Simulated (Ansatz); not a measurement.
# Geometry relaxation of WSi2 (part 1 of 2)

WSi2 (3 atoms in the cell), computed with DFT, PBE, PAW with Ansatz's default frozen-core files, scalar-relativistic, no spin polarisation (Ansatz 0.2.0).

Its volume is 0.80 times that of the source entry. It belongs to a series of runs on one base structure; here: shape and atoms relaxed at 0.8 of the volume. Figures and captions count atoms from 1; the log counts them from 0 in places.

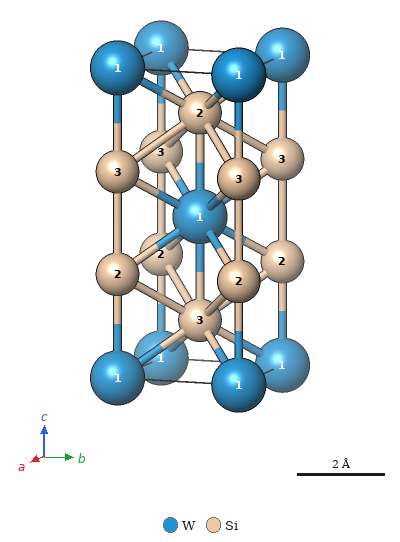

**Figure 1.** The input geometry (ball-and-stick view of the cell 2 times as large as that of the calculation, set on its symmetry axes, seen slightly off an axis; atoms are numbered from 1 in the order of the input). Near neighbours in the crystal (not all of them lie inside the picture): W has 10 Si at 2.44 Å; Si has 5 Si at 2.42 to 2.45 Å and 5 W at 2.44 Å.

### The input
```yaml
crystal:
  lattice:
    - [-1.4986162145, 1.4986162145, 3.6528451522]
    - [1.4986162145, -1.4986162145, 3.6528451522]
    - [1.4986162145, 1.4986162145, -3.6528451522]
  atoms:
    - { symbol: W, position: [0.0, 0.0, 0.0] }
    - { symbol: Si, position: [0.3345059879, 0.3345059879, 0.0] }
    - { symbol: Si, position: [-0.3345059879, -0.3345059879, 0.0] }
kpoints:
  mp_grid: { grid: [14, 14, 14] }
scf:
  occupations: { method: fermi_dirac, width: 0.1 }
hamiltonian:
  xc: pbe
  pseudopotentials: { kind: paw }
output:
  forces: true
  stress: true
  write_density: true
  write_potential: true
  elf: true
  volumetric_format: npy
relax:
  f_tol: 0.005
  max_steps: 30
  cell: { stress_tol: 0.11, fix: [volume] }
```

Machine: 1 thread of AMD EPYC (Zen 3), 32 GiB of memory available, shared host.

Command:
```bash
ansatz run input.yaml --threads 1 --pin off --max-ram 3072MiB --backend cpu --events-out ev --progress --plain --runs-dir out
```

### The program's output
```
Engine: ansatz 0.2.0, x86_64-unknown-linux-gnu
Pseudopotentials: kind: paw
Pseudopotential: W, paw, valence charge 14, recommended cutoff 420 eV (normal), W.paw.azcp
Pseudopotential: Si, paw, valence charge 4, recommended cutoff 420 eV (normal), Si.paw.azcp
Functional definition: PBE
  parameter kappa = 0.804
  parameter beta = 0.06672455060314922
  exchange = pbe_x(kappa = kappa, mu = beta*pi^2/3)
  correlation = pbe_c(beta = beta)
Crystal: 3 atoms, lattice volume = 32.815 Å³
Basis set: ecut = 420 eV, 593 PW (Γ), exchange–correlation on 60×60×60 points (8 copies of the dense FFT grid, shifted against one another)
Bands: 15, of which v1, the nominal top of the filled ones, is band 11 counted from 1 (10 counted from 0)
Symmetry: 16 space group operations
Space group: I4/mmm (ITA 139), of the structure as read, at distance tolerance 3.2e-5 Å
k-points: 244 of 2744
Non-local potential: W, projectors of the file, l = 0: 3, l = 1: 2, l = 2: 2, l = 3: 1
Non-local potential: Si, projectors of the file, l = 0: 2, l = 1: 2, l = 2: 2
PAW form: soft (Blöchl's): semilocal exchange-correlation on the pseudo side does not see the compensation charge
PAW one-centre angular grid: W, 590 points (default); XC on 64 Gauss nodes
PAW one-centre angular grid: Si, 110 points (default); XC on 64 Gauss nodes
Initial density: superposition of atomic densities (neutral atoms: chi_scale 0, normalization atom), corrected by the library's trained network
Initial wavefunctions: pseudopotential atomic-orbital guess
Functional: x = pbe(κ = 0.804, μ = 0.2195149727645171), c = pbe(β = 0.06672455060314922)
SCF iter   1: F=—  HF=-11655.791826 eV  |F-HF|=—  |Δ(HF+E_count)|=         —  Δρ=6.60e-3  dr2=1.74e-2  ethr=1.77e-3  ⟨swp⟩=5.1  Hψ=21275  notcnv=0
preconditioner: auto → Kerker (q_TF=auto, 2.552 Å⁻¹)  [metal: Δε(μ)=0.055 eV  Ē_g=9.658 eV  σ=0.100 eV  W_gap=0.14  n_scr=10 (ndim 8)  ℏωp=24.3 eV  f_vac=0.000  D(μ)=0.21/eV (n_scr^D=0)]
SCF iter   2: F=—  HF=-11655.788594 eV  |F-HF|=—  |Δ(HF+E_count)|=   3.23e-3  Δρ=3.78e-3  dr2=5.48e-3  ethr=7.92e-5  ⟨swp⟩=1.0  Hψ=5612  notcnv=0
SCF iter   3: F=—  HF=-11655.787072 eV  |F-HF|=—  |Δ(HF+E_count)|=   1.52e-3  Δρ=4.65e-4  dr2=9.13e-5  ethr=2.49e-5  ⟨swp⟩=2.3  Hψ=5013  notcnv=0
SCF iter   4: F=—  HF=-11655.787046 eV  |F-HF|=—  |Δ(HF+E_count)|=   2.67e-5  Δρ=8.71e-5  dr2=1.86e-6  ethr=4.15e-7  ⟨swp⟩=2.1  Hψ=5212  notcnv=0
iter 5 did not close the SCF: its close was put off for the readings that it lacked (scf_convergence_deferred on its scf_iter line)
SCF iter   5: F=-11655.787045 eV  HF=-11655.787045 eV  |F-HF|=1.52e-8  |Δ(HF+E_count)|=   1.88e-7  Δρ=1.46e-5  dr2=4.67e-8  ethr=8.46e-9  ⟨swp⟩=2.5  Hψ=5710  notcnv=0
SCF iter   6: F=-11655.787045 eV  HF=-11655.787045 eV  |F-HF|=2.03e-9  |Δ(HF+E_count)|=   2.38e-9  Δρ=2.49e-6  dr2=2.65e-9  ethr=2.12e-10  ⟨swp⟩=5.9  Hψ=21457  notcnv=0
SCF 1 converged in 6 iterations: F = -11655.787045 eV  dr2 = 2.65e-9
  greatest PAW one-centre occupation: 0.999 electrons in one spin orbital (limit 2), on the W atom at site 0 (counted from 0), in its partial waves of l = 0
relax step   1: F+E_penalty+E_count = -11655.78704541 eV  Δ(F+E_penalty+E_count) = +0.000e0 eV  max|allowed force component| = 7.185e-1 eV/Å  Δτ_max = 0.0000 Å  P = +79.681 GPa  Ω = 32.815 Å³  fix = [volume]  reactions: volume +79.681 GPa  (6 SCF iters, dr2 threshold 1.00e-7 eV, accepted)
Basis set: ecut = 420 eV, 609 PW (Γ), exchange–correlation on 60×60×60 points (8 copies of the dense FFT grid, shifted against one another)
Initial density: handed on by an earlier stage of this run
Initial wavefunctions: those handed on with the density
iter 1 solved again at ethr=7.24e-6 eV; its pass at ethr=3.10e-3 eV (dr2=1.59e-3 eV) is discarded
SCF iter   1: F=—  HF=-11655.814304 eV  |F-HF|=—  |Δ(HF+E_count)|=         —  Δρ=2.41e-3  dr2=1.48e-3  ethr=7.24e-6  ⟨swp⟩=1.2  Hψ=22854  notcnv=0
preconditioner: auto → Kerker (q_TF=auto, 2.552 Å⁻¹)  [metal: Δε(μ)=0.039 eV  Ē_g=9.640 eV  σ=0.100 eV  W_gap=0.10  n_scr=10 (ndim 8)  ℏωp=24.3 eV  f_vac=0.000  D(μ)=0.23/eV (n_scr^D=0)]
SCF iter   2: F=—  HF=-11655.813925 eV  |F-HF|=—  |Δ(HF+E_count)|=   3.78e-4  Δρ=1.38e-3  dr2=5.04e-4  ethr=6.74e-6  ⟨swp⟩=1.0  Hψ=3660  notcnv=0
SCF iter   3: F=—  HF=-11655.813728 eV  |F-HF|=—  |Δ(HF+E_count)|=   1.97e-4  Δρ=1.34e-4  dr2=5.28e-6  ethr=2.29e-6  ⟨swp⟩=2.6  Hψ=6074  notcnv=0
SCF iter   4: F=—  HF=-11655.813732 eV  |F-HF|=—  |Δ(HF+E_count)|=   3.28e-6  Δρ=2.54e-5  dr2=1.48e-7  ethr=1.36e-9  ⟨swp⟩=7.1  Hψ=23770  notcnv=0
SCF iter   5: F=-11655.813732 eV  HF=-11655.813732 eV  |F-HF|=5.69e-10  |Δ(HF+E_count)|=   3.21e-8  Δρ=3.44e-6  dr2=2.77e-9  ethr=6.70e-10  ⟨swp⟩=6.1  Hψ=22387  notcnv=0
SCF 2 converged in 5 iterations: F = -11655.813732 eV  dr2 = 2.77e-9
relax step   2: F+E_penalty+E_count = -11655.81373162 eV  Δ(F+E_penalty+E_count) = -2.669e-2 eV  max|allowed force component| = 3.264e-1 eV/Å  Δτ_max = 0.0131 Å  P = +78.544 GPa  Ω = 32.815 Å³  fix = [volume]  reactions: volume +78.544 GPa  (5 SCF iters, dr2 threshold 3.00e-7 eV, accepted)
iter 1 solved again at ethr=2.63e-6 eV; its pass at ethr=3.10e-3 eV (dr2=5.78e-4 eV) is discarded
SCF iter   1: F=—  HF=-11655.816786 eV  |F-HF|=—  |Δ(HF+E_count)|=         —  Δρ=9.34e-4  dr2=5.82e-4  ethr=2.63e-6  ⟨swp⟩=2.2  Hψ=20556  notcnv=0
preconditioner: auto → Kerker (q_TF=auto, 2.552 Å⁻¹)  [metal: Δε(μ)=0.006 eV  Ē_g=9.636 eV  σ=0.100 eV  W_gap=0.02  n_scr=10 (ndim 8)  ℏωp=24.3 eV  f_vac=0.000  D(μ)=0.24/eV (n_scr^D=0)]
SCF iter   2: F=—  HF=-11655.816672 eV  |F-HF|=—  |Δ(HF+E_count)|=   1.14e-4  Δρ=5.17e-4  dr2=1.78e-4  ethr=2.63e-6  ⟨swp⟩=1.0  Hψ=3662  notcnv=0
SCF iter   3: F=—  HF=-11655.816621 eV  |F-HF|=—  |Δ(HF+E_count)|=   5.16e-5  Δρ=8.37e-5  dr2=4.43e-6  ethr=8.07e-7  ⟨swp⟩=2.2  Hψ=5042  notcnv=0
SCF iter   4: F=-11655.816619 eV  HF=-11655.816619 eV  |F-HF|=6.60e-9  |Δ(HF+E_count)|=   1.57e-6  Δρ=1.32e-5  dr2=3.56e-8  ethr=1.36e-9  ⟨swp⟩=7.2  Hψ=24160  notcnv=0
SCF 3 converged in 4 iterations: F = -11655.816619 eV  dr2 = 3.56e-8
relax step   3: F+E_penalty+E_count = -11655.81661908 eV  Δ(F+E_penalty+E_count) = -2.887e-3 eV  max|allowed force component| = 8.306e-2 eV/Å  Δτ_max = 0.0072 Å  P = +78.280 GPa  Ω = 32.815 Å³  fix = [volume]  reactions: volume +78.280 GPa  (4 SCF iters, dr2 threshold 3.00e-7 eV, accepted)
iter 1 solved again at ethr=3.70e-7 eV; its pass at ethr=3.10e-3 eV (dr2=8.13e-5 eV) is discarded
SCF iter   1: F=—  HF=-11655.816870 eV  |F-HF|=—  |Δ(HF+E_count)|=         —  Δρ=3.44e-4  dr2=8.86e-5  ethr=3.70e-7  ⟨swp⟩=2.2  Hψ=20508  notcnv=0
preconditioner: auto → Kerker (q_TF=auto, 2.552 Å⁻¹)  [metal: Δε(μ)=0.001 eV  Ē_g=9.635 eV  σ=0.100 eV  W_gap=0.00  n_scr=10 (ndim 8)  ℏωp=24.3 eV  f_vac=0.000  D(μ)=0.23/eV (n_scr^D=0)]
SCF iter   2: F=—  HF=-11655.816857 eV  |F-HF|=—  |Δ(HF+E_count)|=   1.23e-5  Δρ=1.96e-4  dr2=2.86e-5  ethr=3.70e-7  ⟨swp⟩=1.0  Hψ=3667  notcnv=0
SCF iter   3: F=—  HF=-11655.816848 eV  |F-HF|=—  |Δ(HF+E_count)|=   9.39e-6  Δρ=2.85e-5  dr2=4.78e-7  ethr=1.30e-7  ⟨swp⟩=2.1  Hψ=4996  notcnv=0
SCF iter   4: F=-11655.816848 eV  HF=-11655.816848 eV  |F-HF|=2.30e-9  |Δ(HF+E_count)|=   1.69e-7  Δρ=5.41e-6  dr2=7.12e-9  ethr=1.36e-9  ⟨swp⟩=8.7  Hψ=21919  notcnv=0
SCF 4 converged in 4 iterations: F = -11655.816848 eV  dr2 = 7.12e-9
relax step   4: F+E_penalty+E_count = -11655.81684766 eV  Δ(F+E_penalty+E_count) = -2.286e-4 eV  max|allowed force component| = 9.493e-4 eV/Å  Δτ_max = 0.0023 Å  P = +78.250 GPa  Ω = 32.815 Å³  fix = [volume]  reactions: volume +78.250 GPa  (4 SCF iters, dr2 threshold 3.00e-7 eV, accepted)
Initial wavefunctions: pseudopotential atomic-orbital guess (no wavefunctions were taken with the density)
iter 1 solved again at ethr=1.79e-8 eV; its pass at ethr=3.10e-3 eV (dr2=3.93e-6 eV) is discarded
SCF iter   1: F=—  HF=-11655.816864 eV  |F-HF|=—  |Δ(HF+E_count)|=         —  Δρ=7.48e-5  dr2=6.80e-8  ethr=1.79e-8  ⟨swp⟩=3.3  Hψ=32033  notcnv=0
preconditioner: auto → Kerker (q_TF=auto, 2.552 Å⁻¹)  [metal: Δε(μ)=0.006 eV  Ē_g=9.634 eV  σ=0.100 eV  W_gap=0.02  n_scr=10 (ndim 8)  ℏωp=24.3 eV  f_vac=0.000  D(μ)=0.24/eV (n_scr^D=0)]
SCF iter   2: F=—  HF=-11655.816871 eV  |F-HF|=—  |Δ(HF+E_count)|=   7.34e-6  Δρ=3.83e-5  dr2=1.93e-8  ethr=3.09e-10  ⟨swp⟩=2.0  Hψ=5023  notcnv=0
SCF iter   3: F=—  HF=-11655.816872 eV  |F-HF|=—  |Δ(HF+E_count)|=   4.38e-7  Δρ=1.09e-6  dr2=1.98e-10  ethr=8.78e-11  ⟨swp⟩=2.1  Hψ=6122  notcnv=0
SCF iter   4: F=-11655.816872 eV  HF=-11655.816872 eV  |F-HF|=1.09e-11  |Δ(HF+E_count)|=  4.91e-11  Δρ=2.33e-7  dr2=1.87e-11  ethr=1.00e-12  ⟨swp⟩=6.8  Hψ=18654  notcnv=0
SCF 5 converged in 4 iterations: F = -11655.816872 eV  dr2 = 1.87e-11
relax step   5: F+E_penalty+E_count = -11655.81687188 eV  Δ(F+E_penalty+E_count) = -2.422e-5 eV  max|allowed force component| = 9.752e-4 eV/Å  Δτ_max = 0.0000 Å  P = +78.251 GPa  Ω = 32.815 Å³  fix = [volume]  reactions: volume +78.251 GPa  stress off target by 1.38e-2 GPa on what of the cell is left free  SCF on the basis re-selected at this cell (its energy is not comparable with the rows above)  (4 SCF iters)
```

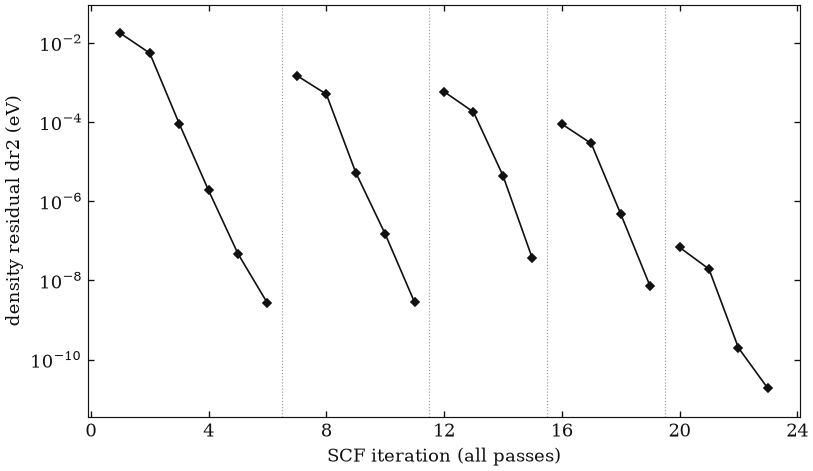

**Figure 2.** Convergence of the self-consistent field: density residual dr2 against the SCF iteration. The dotted lines part the SCF passes of the relaxation: geometry steps, rejected trials and re-solves on a re-selected basis. The 5 passes take 4 to 6 iterations each, 23 in all.

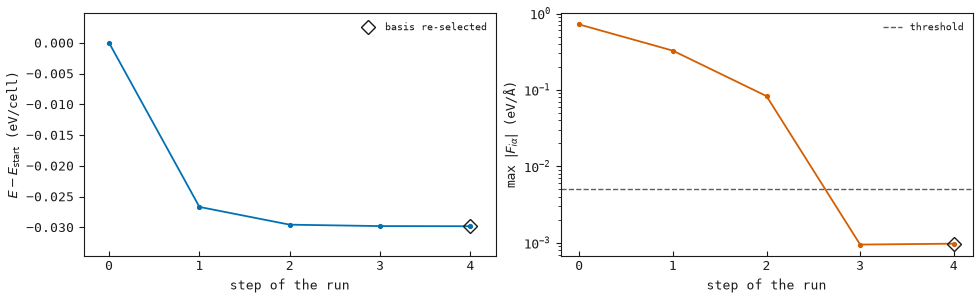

**Figure 3.** Progress of the relaxation, step by step (the first geometry is step 0 here and step 1 in the log).

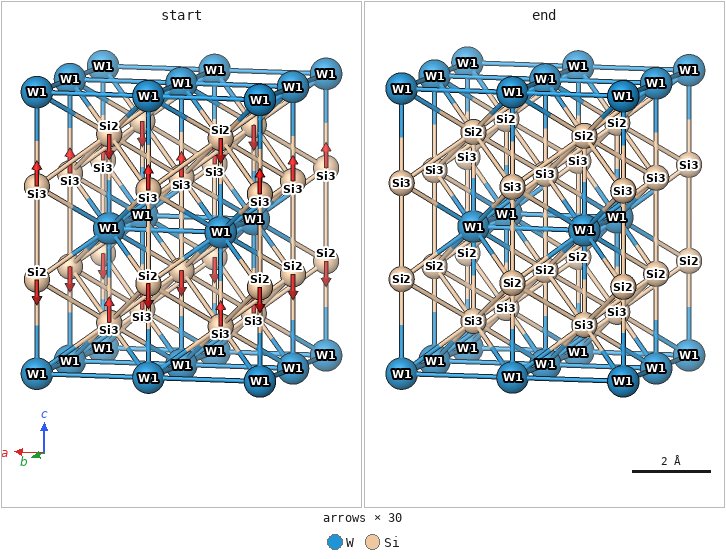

**Figure 4.** Before (left) and after (right) the relaxation, at one scale (ball-and-stick view of the cell 2 times as large as that of the calculation, set on its symmetry axes, repeated 2 × 2 × 1, seen at an oblique angle). The red arrows give the displacements (without the part carried along by the change of the cell), magnified 30 times. Over 3 geometry steps the energy falls by 29.8 meV per cell of the calculation. Largest force component: 0.72 eV/Å at the start, 0.00097 eV/Å at the end. Pressure: 79.68 GPa at the start and 78.25 GPa at the end. The largest moves relative to the cell, 0.023 Å, are those of Si2 and Si3. W stays in place. The drawn cell changes at constant volume: a = b 2.997 → 2.979 Å (−0.6 %), c 7.306 → 7.396 Å (+1.2 %). Among the contacts that change: Si2–Si3 2.418 → 2.494 Å, W1–W1 2.997 → 2.979 Å, W1–Si2 2.444 → 2.451 Å. The space group stays I4/mmm (No. 139). A last SCF at the same geometry on a re-selected plane-wave basis shifts the energy by next to nothing (0.0 meV per cell of the calculation). (Atoms are counted from 1 in the order of the input.)
